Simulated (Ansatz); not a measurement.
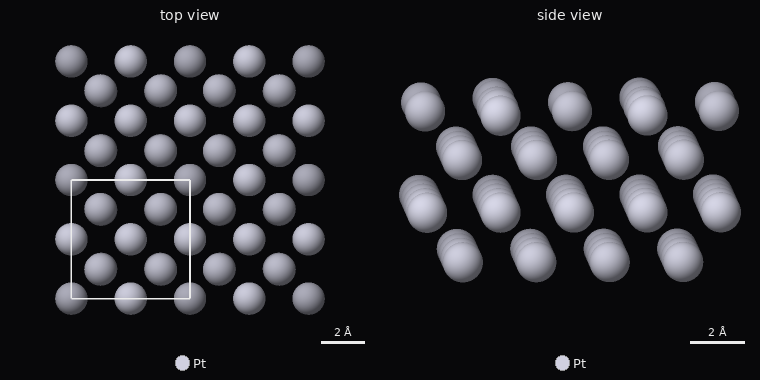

Pt(100) (Fm-3m bulk, 4 atomic planes (those closer than 0.6 Å count as one), 6 Å) with one Pt vacancy in a 2 × 2 cell, seen from above and from the side.

These are results of DFT LDA, scalar-relativistic, plane waves, PAW in Ansatz, not measurements. Cutoff 420 eV, 11 × 11 k-points, Gaussian smearing 0.1 eV, dipole correction. The slab is a cut without reconstruction beyond its cell, at the source's lattice constants, with its lower half held fixed and the rest relaxed. The defects repeat every 5.5 Å and interact, so states at the Fermi level and the work function belong to this dense array. No spin polarisation. Spin–orbit coupling is left out; with Pt it can shift levels and gaps. The run couldn't confirm all of its levels under its output density. The run warns that the functional's potential is rough in the thin density of the vacuum, where the tip is; weak contrasts and barriers may feel it.

Model: Tersoff–Hamann, s-wave tip, no tip–sample forces. Bias windows are sharp sums over the levels of the k mesh.

```
Pt
1.0
     5.53778    0.00000    0.00000
     0.00000    5.53778    0.00000
     0.00000    0.00000   23.87370
Pt
15
Cartesian
  1.3844 1.3844 9.0000
  1.3844 4.1533 9.0000
  4.1533 1.3844 9.0000
  4.1533 4.1533 9.0000
  0.0000 0.0000 10.9579
  0.0000 2.7689 10.9579
  2.7689 0.0000 10.9579
  2.7689 2.7689 10.9579
  1.3562 1.3562 12.8621
  1.3562 4.1816 12.8621
  4.1816 1.3562 12.8621
  4.1816 4.1816 12.8621
  0.0000 2.7689 14.6169
  2.7689 0.0000 14.6169
  2.7689 2.7689 14.6846
```

The last single point, restarted from the relaxation's density, took 34 s on 4 threads of AMD EPYC 9R45 96-Core Processor (Zen 5) (shared host), peak memory 3.4 GiB.

Predict the constant-height image 3.0 Å above the topmost atom at −0.50 V.

Answer. The brightest spots lie over the top Pt atoms away from the vacancy, with weaker maxima over the top Pt atoms next to the vacancy; the darkest points are over the vacancy. The brightest point carries 5.8 times the current of the darkest.

What does a constant-height image 3.5 Å above the topmost atom show at +0.25 V?

Answer. The brightest spots lie over the top Pt atoms away from the vacancy, with weaker maxima over the top Pt atoms next to the vacancy; the darkest points are over the vacancy. The brightest point carries 3.6 times the current of the darkest.

The computed images, with the atoms seen from above drawn over one corner (deeper ones smaller):

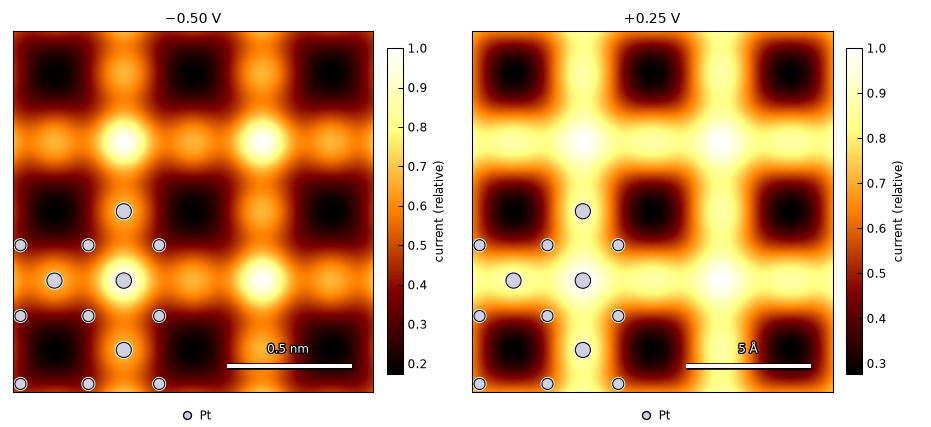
